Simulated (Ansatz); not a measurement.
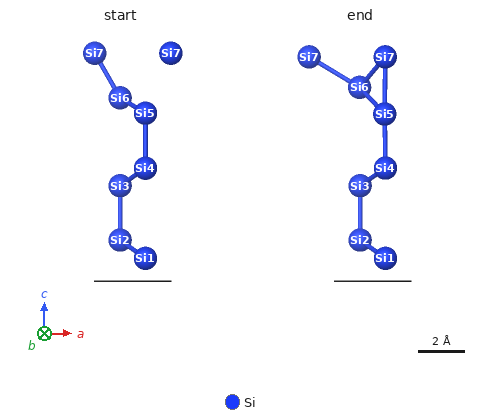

The structure of a slab of composition Si (cut from the P6_3/mmc phase) before (left) and after (right) a constrained relaxation, at one scale.

Style: ball-and-stick. Shown: the 1 × 2 repeat of the cell, outlined in the plane, without the vacuum, along the b axis.

Case: Si put at a bridge Si-Si site. The slab is the (0 0 1) face of Si with Si on it. 3 atoms are held fixed.

Method: DFT PBEsol, scalar-relativistic, plane waves, PAW (Ansatz). Set-up: plane-wave cutoff 420 eV; k-point mesh 9 × 9 × 1; occupations gaussian; smearing width 0.05 eV; collinear spin; dipole correction; atoms relaxed in a fixed cell; force threshold 0.03 eV/Å; at most 70 steps.

**Describe what moved and what it gained.**

The atom that moves furthest is Si7 (1.13 Å at 82° to the normal (−c side)). The cell stays as it was. Near-neighbour distances that change, for instance: Si6–Si7 3.507 → 2.581 Å, Si5–Si7 2.834 → 2.488 Å, Si6–Si7 (another image) 2.232 → 2.566 Å, Si5–Si6 2.308 → 2.505 Å. New bonds form: Si6–Si7 (3.51 → 2.58 Å). Among the angles between lasting bonds that change: Si5–Si6–Si7 77.2° → 58.8°, Si6–Si5–Si6 111.9° → 100.3°, Si4–Si5–Si6 106.9° → 118.2°. Over 8 geometry steps the energy falls by 0.588 eV per cell of the calculation. The largest force component goes from 0.89 to 0.016 eV/Å. The run took of the order of 6 core-minutes on a shared host.

Limits of the set-up: the periodic images lie only 3.8 Å apart, so the values are limited by the cell's size.
